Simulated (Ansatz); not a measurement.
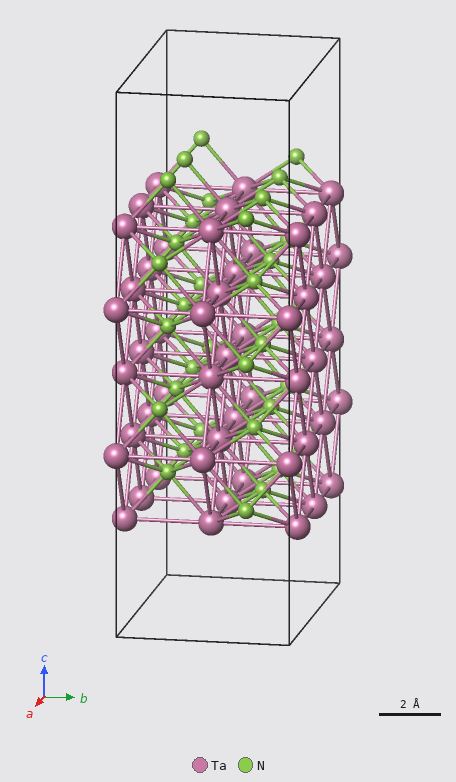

*The structure (ball-and-stick view of the 3 × 1 repeat of the cell, with the vacuum cut short, seen slightly off an axis).*

## Single-point calculation, with input and output: TaN

System: TaN (slab, 20 atoms in the cell).
Method: DFT PBEsol, scalar-relativistic, plane waves, PAW, no spin polarisation (Ansatz 0.2.0).

The structure derives from an entry of the Crystallography Open Database. It belongs to a series of runs on one base structure; here: (1 0 0) slab cut from the bulk. Figures and captions count atoms from 1; the log counts them from 0 in places.

Input:
```yaml
crystal:
  lattice:
    - [2.8894657411, 0.0, 0.0]
    - [0.0, 5.8607958163, 0.0]
    - [0.0, 0.0, 26.6776367642]
  atoms:
    - { symbol: Ta, position: [0.5, 0.0, 0.2811343473] }
    - { symbol: Ta, position: [0.5, 0.5, 0.2811343473] }
    - { symbol: "N", position: [0.0, 0.75, 0.3124008691] }
    - { symbol: "N", position: [0.5, 0.25, 0.3436673909] }
    - { symbol: Ta, position: [0.0, 0.0, 0.3749339128] }
    - { symbol: Ta, position: [0.0, 0.5, 0.3749339128] }
    - { symbol: "N", position: [0.5, 0.75, 0.4062004346] }
    - { symbol: "N", position: [0.0, 0.25, 0.4374669564] }
    - { symbol: Ta, position: [0.5, 0.0, 0.4687334782] }
    - { symbol: Ta, position: [0.5, 0.5, 0.4687334782] }
    - { symbol: "N", position: [0.0, 0.75, 0.5] }
    - { symbol: "N", position: [0.5, 0.25, 0.5312665218] }
    - { symbol: Ta, position: [0.0, 0.0, 0.5625330436] }
    - { symbol: Ta, position: [0.0, 0.5, 0.5625330436] }
    - { symbol: "N", position: [0.5, 0.75, 0.5937995654] }
    - { symbol: "N", position: [0.0, 0.25, 0.6250660872] }
    - { symbol: Ta, position: [0.5, 0.0, 0.6563326091] }
    - { symbol: Ta, position: [0.5, 0.5, 0.6563326091] }
    - { symbol: "N", position: [0.0, 0.75, 0.6875991309] }
    - { symbol: "N", position: [0.5, 0.25, 0.7188656527] }
basis:
  ecutwfc: 420
kpoints:
  mp_grid: { grid: [12, 6, 1] }
hamiltonian:
  xc: pbesol
scf:
  occupations: { method: gaussian, width: 0.1 }
output:
  forces: true
  stress: true
  eigenvalues: true
efield:
  axis: 3
  dipole_correction: true
  ramp_width: 0.04
```

Launched with:
```bash
ansatz run input.yaml --threads 2 --pin off --max-ram 5120MiB --backend cpu --events-out ev --progress --plain --runs-dir out
```

What the program printed:
```
Engine: ansatz 0.2.0, x86_64-unknown-linux-gnu
Pseudopotentials: kind: paw
Pseudopotential: Ta, paw, valence charge 13, recommended cutoff 420 eV (normal), Ta.paw.azcp
Pseudopotential: N, paw, valence charge 5, recommended cutoff 420 eV (normal), N.paw.azcp
Functional definition: PBEsol
  exchange = pbesol_x
  correlation = pbesol_c
Crystal: 20 atoms, lattice volume = 451.774 Å³
Basis set: ecut = 420 eV, 8799 PW (Γ), exchange–correlation on 40×80×360 points (8 copies of the dense FFT grid, shifted against one another)
Bands: 110, of which v1, the nominal top of the filled ones, is band 90 counted from 1 (89 counted from 0)
Symmetry: 4 space group operations
Space group: Pmm2 (ITA 25), of the structure as read, at distance tolerance 7.7e-5 Å
k-points: 28 of 72
Non-local potential: Ta, projectors of the file, l = 0: 3, l = 1: 2, l = 2: 2, l = 3: 1
Non-local potential: N, projectors of the file, l = 0: 2, l = 1: 2, l = 2: 1
PAW form: soft (Blöchl's): semilocal exchange-correlation on the pseudo side does not see the compensation charge
PAW frozen core: Ta, regenerated for the run's functional, and the local potential with it (the file was generated under x = pbe(κ = 0.804, μ = 0.2195149727645171), c = pbe(β = 0.06672455060314922))
PAW frozen core: N, regenerated for the run's functional, and the local potential with it (the file was generated under x = pbe(κ = 0.804, μ = 0.2195149727645171), c = pbe(β = 0.06672455060314922))
PAW one-centre angular grid: Ta, 590 points (default); XC on 64 Gauss nodes
PAW one-centre angular grid: N, 110 points (default); XC on 64 Gauss nodes
Initial density: superposition of atomic densities (neutral atoms: chi_scale 0, normalization atom), corrected by the library's trained network
Initial wavefunctions: pseudopotential atomic-orbital guess
Functional: x = pbesol(κ = 0.804, μ = 0.12345679012345678), c = pbesol(β = 0.046)
SCF iter   1: F=—  HF=-101862.554635 eV  |F-HF|=—  |Δ(HF+E_count)|=         —  Δρ=1.91e-2  dr2=5.41e1  ethr=1.77e-3  p=-0.158 e·Å  D=-6.31e-2 V/Å  ΔV_dip=1.68 eV  dr2_dipole=3.24e1  V_vac-E_F(+/−)=7.35/5.67 eV  ⟨swp⟩=8.6  Hψ=15413  notcnv=0  defer=15
efield: sawtooth ramp at fractional position 0.9800 (placed from the atoms, in the widest stretch of the axis that holds none; the zero of the levels goes with the place), width 0.0400; the density the first Hamiltonian is built on has a dipole p = -0.158 e·Å; the dipole correction subtracts the counter field D = -6.31e-2 V/Å, which shifts the + side's vacuum level by +1.68 eV against the − side's; the planar-averaged density in the ramp window peaks in size at 3.0e-5 e/Å³
preconditioner: auto → LDOS  [metal: Δε(μ)=0.011 eV  Ē_g=8.591 eV  σ=0.100 eV  W_gap=0.06  n_scr=80 (ndim 8)  ℏωp=17.5 eV  f_vac=0.460  D(μ)=9.80/eV (n_scr^D=46)  β→1.0]
SCF iter   2: F=—  HF=-101861.824995 eV  |F-HF|=—  |Δ(HF+E_count)|=   7.30e-1  Δρ=1.40e-2  dr2=1.41e0  ethr=1.77e-3  p=-0.232 e·Å  D=-9.29e-2 V/Å  ΔV_dip=2.48 eV  dr2_dipole=1.16e-2  V_vac-E_F(+/−)=7.69/5.21 eV  ⟨swp⟩=2.8  Hψ=5153  notcnv=0  defer=309
SCF iter   3: F=—  HF=-101861.669123 eV  |F-HF|=—  |Δ(HF+E_count)|=   1.56e-1  Δρ=7.09e-3  dr2=3.79e-1  ethr=7.83e-4  p=-0.254 e·Å  D=-1.02e-1 V/Å  ΔV_dip=2.71 eV  dr2_dipole=6.14e-3  V_vac-E_F(+/−)=7.80/5.09 eV  ⟨swp⟩=3.0  Hψ=5369  notcnv=0  defer=306
SCF iter   4: F=—  HF=-101861.623619 eV  |F-HF|=—  |Δ(HF+E_count)|=   4.55e-2  Δρ=9.97e-4  dr2=1.45e-2  ethr=2.11e-4  p=-0.253 e·Å  D=-1.02e-1 V/Å  ΔV_dip=2.71 eV  dr2_dipole=8.73e-4  V_vac-E_F(+/−)=7.77/5.06 eV  ⟨swp⟩=2.3  Hψ=4935  notcnv=0  defer=298
SCF iter   5: F=—  HF=-101861.624389 eV  |F-HF|=—  |Δ(HF+E_count)|=   7.69e-4  Δρ=4.28e-4  dr2=2.68e-3  ethr=8.04e-6  p=-0.257 e·Å  D=-1.03e-1 V/Å  ΔV_dip=2.75 eV  dr2_dipole=4.51e-4  V_vac-E_F(+/−)=7.78/5.03 eV  ⟨swp⟩=2.2  Hψ=4449  notcnv=0  defer=298
SCF iter   6: F=—  HF=-101861.624415 eV  |F-HF|=—  |Δ(HF+E_count)|=   2.65e-5  Δρ=1.26e-4  dr2=1.58e-4  ethr=1.49e-6  p=-0.259 e·Å  D=-1.04e-1 V/Å  ΔV_dip=2.77 eV  dr2_dipole=3.15e-5  V_vac-E_F(+/−)=7.78/5.01 eV  ⟨swp⟩=2.1  Hψ=3724  notcnv=0  defer=298
SCF iter   7: F=—  HF=-101861.624505 eV  |F-HF|=—  |Δ(HF+E_count)|=   8.98e-5  Δρ=3.90e-5  dr2=1.15e-5  ethr=8.76e-8  p=-0.260 e·Å  D=-1.04e-1 V/Å  ΔV_dip=2.77 eV  dr2_dipole=6.43e-7  V_vac-E_F(+/−)=7.78/5.01 eV  ⟨swp⟩=2.5  Hψ=4730  notcnv=0  defer=298
SCF iter   8: F=—  HF=-101861.624426 eV  |F-HF|=—  |Δ(HF+E_count)|=   7.88e-5  Δρ=1.39e-5  dr2=1.26e-6  ethr=6.39e-9  p=-0.260 e·Å  D=-1.04e-1 V/Å  ΔV_dip=2.78 eV  dr2_dipole=3.28e-9  V_vac-E_F(+/−)=7.78/5.01 eV  ⟨swp⟩=3.1  Hψ=5559  notcnv=0  defer=298
SCF iter   9: F=—  HF=-101861.624426 eV  |F-HF|=—  |Δ(HF+E_count)|=   3.72e-7  Δρ=4.63e-6  dr2=2.06e-7  ethr=7.01e-10  p=-0.260 e·Å  D=-1.04e-1 V/Å  ΔV_dip=2.78 eV  dr2_dipole=1.97e-8  V_vac-E_F(+/−)=7.78/5.00 eV  ⟨swp⟩=3.0  Hψ=5551  notcnv=0  defer=298
SCF iter  10: F=-101861.624427 eV  HF=-101861.624427 eV  |F-HF|=9.05e-9  |Δ(HF+E_count)|=   1.85e-7  Δρ=1.84e-6  dr2=2.45e-8  ethr=5.56e-11  p=-0.260 e·Å  D=-1.04e-1 V/Å  ΔV_dip=2.78 eV  dr2_dipole=2.12e-11  V_vac-E_F(+/−)=7.78/5.00 eV  ⟨swp⟩=21.8  Hψ=18158  notcnv=0
SCF 1 converged in 10 iterations: F = -101861.624427 eV  dr2 = 2.45e-8
  greatest PAW one-centre occupation: 1.000 electrons in one spin orbital (limit 2), on the Ta atom at site 13 (counted from 0), in its partial waves of l = 0
```

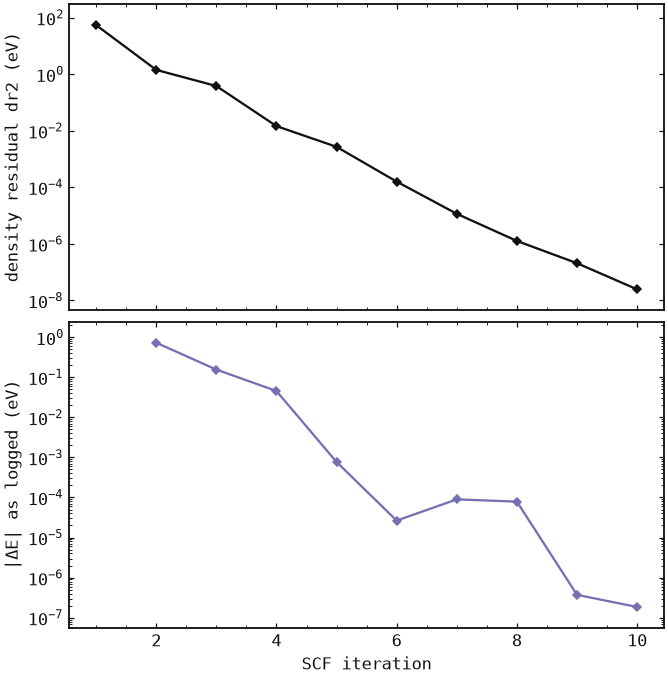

*Convergence of the self-consistent field: density residual dr2 and size of the energy change against the SCF iteration.*

The residual falls at every step.

```
SCF converged after 10 iterations
Free energy (F): -101861.624427 eV
Harris-Foulkes:  -101861.624427 eV  (|F-HF|=9.05e-9)
Internal energy: -101861.571331 eV  (E = F + TS)
E sigma→0 (E₀):  -101861.597879 eV
Entropy (-TS):   -0.053095 eV (-2.655 meV/atom)
Fermi energy:    6.152348 eV
Dipole field:    D = -0.104097 V/Å  (p = -0.259896 e·Å, saw-weighted, corrected)
Work function:   Φ+ = 7.7814 eV   Φ− = 5.0043 eV
Levels:          The Fermi level and band energies are counted from a zero that moves with the ramp; work functions are not
--- Per-component energies (eV) ---
  E_band       = -2972.566858
  E_kinetic    = 4966.761106
  E_local      = -223046.578956  (includes V_loc(G=0)·N_el)
  E_nonlocal   = 629.598338
  E_hartree    = 109315.928614
  E_xc         = -2766.758340
  E_vxc        = -2800.392480  (∫ρ·V_xc dr)
  E_paw        = -83950.114626  (= ΣΔE_a)
  E_vpaw       = -1344.728376  (= ΣTr[D̂ρ^β])
  E_aug_tail   = 0.001974  (compensation charges beyond the density's cutoff)
  E_efield     = 0.013527  (sawtooth field / dipole correction)
  E_vefield    = -9.090040  (∫n·V_field dr)
  E_ewald      = 92987.159579
  E_core_change = 2.417453  (= ΣΔE_core)
  E_smearing   = -0.053095  (= −TS)
  E_closure    = 0.000000  (closes the sum)
  Σ components = -101861.624427   (vs F -101861.624427, Δ=0.00e0)
--- Forces (eV/Å), atoms counted from 1 ---
  atom   1  Ta     0.00000000     0.65310947     0.71301279
  atom   2  Ta     0.00000000    -0.65310947     0.71301279
  atom   3  N      0.00000000     0.00000000     0.22092253
  atom   4  N     -0.00000000     0.00000000    -0.64387559
  atom   5  Ta    -0.00000000    -0.09763685    -0.99608641
  atom   6  Ta    -0.00000000     0.09763685    -0.99608641
  atom   7  N      0.00000000     0.00000000     0.28765787
  atom   8  N      0.00000000     0.00000000     0.06905031
  atom   9  Ta     0.00000000     0.01223743     0.34733860
  atom  10  Ta     0.00000000    -0.01223743     0.34733860
  atom  11  N     -0.00000000     0.00000000    -0.19960704
  atom  12  N     -0.00000000     0.00000000    -0.06161339
  atom  13  Ta    -0.00000000     0.01001111    -0.24526730
  atom  14  Ta    -0.00000000    -0.01001111    -0.24526730
  atom  15  N     -0.00000000     0.00000000    -0.67084085
  atom  16  N     -0.00000000     0.00000000    -1.42958146
  atom  17  Ta     0.00000000    -0.34218569     5.04724197
  atom  18  Ta     0.00000000     0.34218569     5.04724197
  atom  19  N     -0.00000000     0.00000000    -3.42321830
  atom  20  N     -0.00000000     0.00000000    -3.88145339
  max |Σ_I F_I| component: 8.00e-5 eV/Å
--- Stress (GPa, compression-positive) ---
       -2.835519      -0.000000      -0.000000
       -0.000000      -5.725906      -0.000000
       -0.000000      -0.000000      -2.316189
  P = ⅓ Tr σ = -3.6259 GPa (-36.259 kbar)
--- Band table (eV; the first three rows and the last of 28) ---
  k-point 0: bands = ["-62.1968", "-62.1579", "-62.0934", "-62.0521", "-62.0478", "-62.0382", "-62.0076", "-61.9985", "-61.9124", "-61.8720", "-29.3033", "-29.2558", "-29.1546", "-29.1465", "-29.0591", "-29.0496", "-29.0013", "-28.9269", "-28.8718", "-28.7697", "-28.6757", "-28.4579", "-28.4482", "-28.4243", "-28.3912", "-28.3766", "-28.3419", "-28.3404", "-28.3202", "-28.2994", "-28.2628", "-28.2375", "-28.2270", "-28.2218", "-28.2114", "-28.1558", "-28.1523", "-28.1247", "-28.1236", "-28.0538", "-11.2106", "-10.6007", "-9.9931", "-9.7335", "-9.6357", "-9.1146", "-8.9405", "-8.6204", "-7.2447", "-6.0212", "-2.8500", "-2.4126", "-1.9714", "-1.4276", "-1.1494", "-0.8889", "-0.5784", "0.4814", "0.7158", "0.8349", "0.8573", "1.0033", "1.0852", "1.2058", "1.2628", "1.3817", "1.4296", "1.8724", "2.0315", "2.0403", "2.0590", "2.3482", "2.5761", "2.8841", "3.0105", "3.1244", "3.2450", "3.3468", "3.4577", "3.8369", "4.2881", "4.3272", "4.5873", "4.6413", "4.9819", "5.0555", "5.4083", "5.6354", "5.7113", "5.9660", "6.3026", "6.4237", "6.6733", "6.7788", "7.0523", "7.2304", "7.2651", "7.5239", "7.6516", "8.2619", "8.5532", "8.6446", "8.8383", "9.2917", "9.3031", "9.3446", "9.5226", "9.8412", "9.9693", "9.9866"]
  k-point 1: bands = ["-62.1942", "-62.1605", "-62.0906", "-62.0549", "-62.0451", "-62.0355", "-62.0103", "-62.0012", "-61.9097", "-61.8747", "-29.2929", "-29.2054", "-29.1653", "-29.0986", "-29.0495", "-29.0036", "-28.9578", "-28.9324", "-28.8320", "-28.7579", "-28.6827", "-28.5046", "-28.4566", "-28.4379", "-28.4188", "-28.3908", "-28.3662", "-28.3475", "-28.3352", "-28.2946", "-28.2909", "-28.2681", "-28.2320", "-28.2174", "-28.2071", "-28.1945", "-28.1602", "-28.1370", "-28.1200", "-28.0586", "-11.0805", "-10.5005", "-9.9122", "-9.7145", "-9.5877", "-9.2277", "-9.0966", "-8.7131", "-7.3287", "-6.0427", "-2.5889", "-2.2827", "-1.8251", "-1.4606", "-0.9847", "-0.8041", "-0.6658", "0.3004", "0.4861", "0.7572", "0.8541", "0.9832", "1.1661", "1.1801", "1.3079", "1.3201", "1.4929", "1.5212", "1.9643", "2.0591", "2.3576", "2.4349", "2.8006", "2.9963", "3.1220", "3.1229", "3.2439", "3.3341", "3.5547", "3.6062", "4.0721", "4.3243", "4.5626", "4.6821", "4.8689", "5.0887", "5.3231", "5.6148", "5.6918", "6.0612", "6.4915", "6.5103", "6.7553", "6.7945", "7.1079", "7.1433", "7.4175", "7.5320", "7.6161", "8.1482", "8.3507", "8.6658", "8.6823", "8.9175", "9.0634", "9.5083", "9.6169", "9.6272", "9.8267", "10.0481"]
  k-point 2: bands = ["-62.1871", "-62.1677", "-62.0831", "-62.0624", "-62.0378", "-62.0283", "-62.0177", "-62.0085", "-61.9023", "-61.8821", "-29.2659", "-29.1928", "-29.0657", "-29.0251", "-28.9802", "-28.9447", "-28.8769", "-28.8278", "-28.7637", "-28.7021", "-28.6817", "-28.6540", "-28.5854", "-28.5144", "-28.4439", "-28.4339", "-28.4038", "-28.3935", "-28.3626", "-28.3264", "-28.3211", "-28.2832", "-28.2807", "-28.2453", "-28.2055", "-28.1922", "-28.1722", "-28.1539", "-28.1071", "-28.0717", "-10.7179", "-10.2301", "-9.7420", "-9.6842", "-9.5956", "-9.4648", "-9.3933", "-8.9578", "-7.5017", "-6.0764", "-1.9380", "-1.8876", "-1.4659", "-1.3548", "-1.0377", "-0.7695", "-0.5791", "-0.1999", "0.0581", "0.2215", "0.4006", "1.1787", "1.2108", "1.3461", "1.3916", "1.6354", "1.6466", "1.8155", "2.0950", "2.1627", "2.1925", "2.3160", "2.5677", "2.7460", "2.9543", "3.0529", "3.3340", "3.6008", "3.7548", "4.1580", "4.1589", "4.2163", "4.2982", "4.6099", "4.8364", "5.1231", "5.3467", "5.6111", "5.7285", "6.1060", "6.3727", "6.6231", "6.8540", "7.0711", "7.1123", "7.1872", "7.2282", "7.3807", "7.6737", "7.7750", "8.0214", "8.1295", "8.6335", "8.6636", "8.9735", "9.1197", "9.1448", "9.6760", "9.7163", "9.9365"]
  k-point 27: bands = ["-62.1286", "-62.1276", "-62.0073", "-62.0073", "-61.9977", "-61.9977", "-61.9687", "-61.9685", "-61.8532", "-61.8532", "-29.2650", "-29.2631", "-29.2451", "-29.2440", "-29.1028", "-29.1024", "-29.0799", "-29.0771", "-29.0460", "-29.0238", "-28.7090", "-28.6984", "-28.6738", "-28.6542", "-28.6542", "-28.6394", "-28.6354", "-28.6340", "-28.5396", "-28.5375", "-28.5356", "-28.5319", "-28.4981", "-28.4980", "-28.4540", "-28.4523", "-28.3805", "-28.3802", "-28.3793", "-28.3757", "-9.2743", "-9.2661", "-9.2130", "-9.2029", "-9.1299", "-9.1046", "-9.0038", "-9.0008", "-7.1057", "-5.3919", "-1.3787", "-1.3475", "-1.3466", "-1.3072", "-0.9977", "-0.9032", "-0.8464", "-0.8172", "-0.2133", "-0.1651", "-0.1268", "-0.1024", "0.0657", "0.1598", "0.2765", "0.3973", "0.9601", "1.0221", "1.1295", "1.3726", "1.5598", "1.6098", "1.6308", "1.7252", "1.9301", "2.2516", "3.6693", "3.9701", "4.0758", "4.1719", "4.1942", "4.3729", "4.6712", "4.6719", "4.8491", "5.2456", "5.2849", "5.3867", "5.9185", "6.3756", "6.4428", "6.4634", "7.2906", "7.6152", "7.7968", "7.9846", "8.5414", "8.7431", "8.9198", "9.1720", "10.1191", "10.1526", "10.1998", "10.3058", "10.6012", "10.7622", "10.8053", "10.9465", "10.9655", "10.9831"]
```

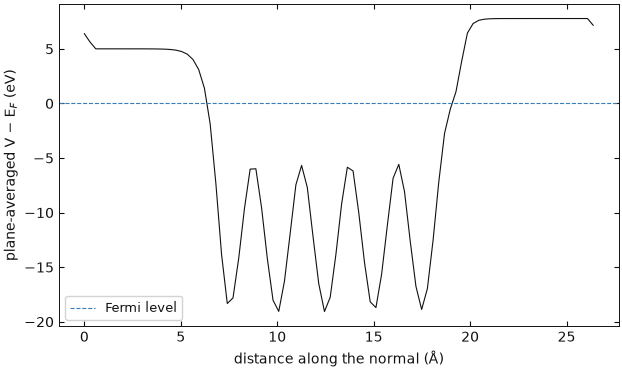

*Plane average of the electrostatic potential energy of an electron across the cell, from the Fermi level.*

The vacuum level lies 7.78 eV above the Fermi level on the upper side and 5.00 eV on the lower.

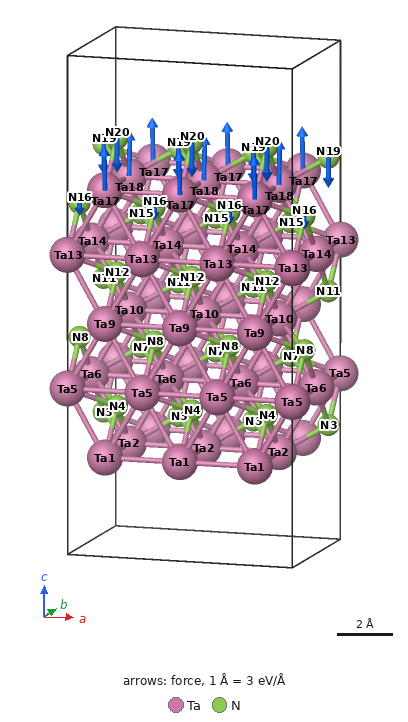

*Forces on the atoms as blue arrows (ball-and-stick view of the 3 × 1 repeat of the cell, with the vacuum cut short, seen slightly off an axis; atoms are numbered from 1 in the order of the input); the smallest are left out.*

The largest act on Ta17, Ta18 (5.06 eV/Å); N20 (3.88 eV/Å); N19 (3.42 eV/Å). The geometry is not a stationary point of this energy.

Summary:

| quantity | value |
| --- | --- |
| outcome | converged |
| electrons treated | 180 |
| free energy | −101861.6244 eV |
| work function, top face | 7.78 eV |
| work function, bottom face | 5.00 eV |
| Fermi energy | 6.152 eV |
| gap on the k-point mesh | none (metallic) |
| work function (upper face) | 7.78 eV |
| largest force (length of the vector) | 5.059 eV/Å |
| hardware | 2 threads of Intel Xeon (Granite Rapids), 32 GiB of memory available, shared host |
| wall time | 40 s (CPU time 80 s) |
| peak memory | 1.4 GiB |

Spin–orbit coupling is left out, which matters for Ta.
